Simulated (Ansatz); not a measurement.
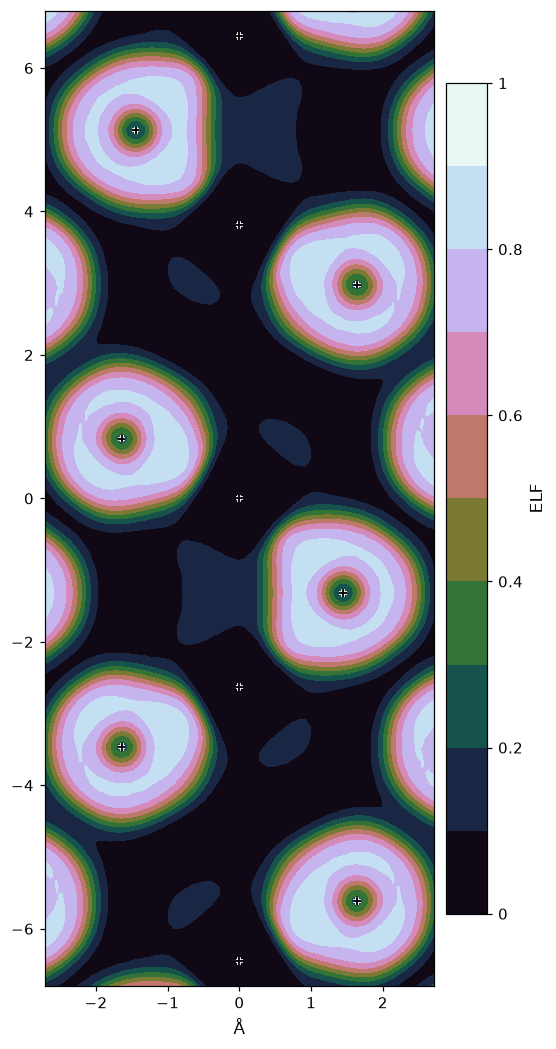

The electron localisation function on a plane through atoms (crosses mark nuclei in the plane).

The calculation used DFT LDA, scalar-relativistic, plane waves, PAW in Ansatz.

Candidates:
A. SiO2, a = 4.93 Å, b = 4.93 Å, c = 7.29 Å, α = 90.00°, β = 90.00°, γ = 90.00°. Space group I-42d; a structure from a database of computed crystals, not necessarily the ambient phase.
B. Al2O3, a = 4.73 Å, b = 4.73 Å, c = 12.89 Å, α = 90.00°, β = 90.00°, γ = 120.00°. Space group R-3c.

Q: Which candidate gave the map?

A: Candidate B: Al2O3 on the (100) plane of the conventional cell, which holds Al and O. Al–O (1.84 Å): the ELF peaks at about 0.85 in the valence shell of O, 0.7 Å from its nucleus, and is about 0.80 at the midpoint. Al–O (1.96 Å): the ELF peaks at about 0.85 in the valence shell of O, 0.7 Å from its nucleus, and is about 0.75 at the midpoint.
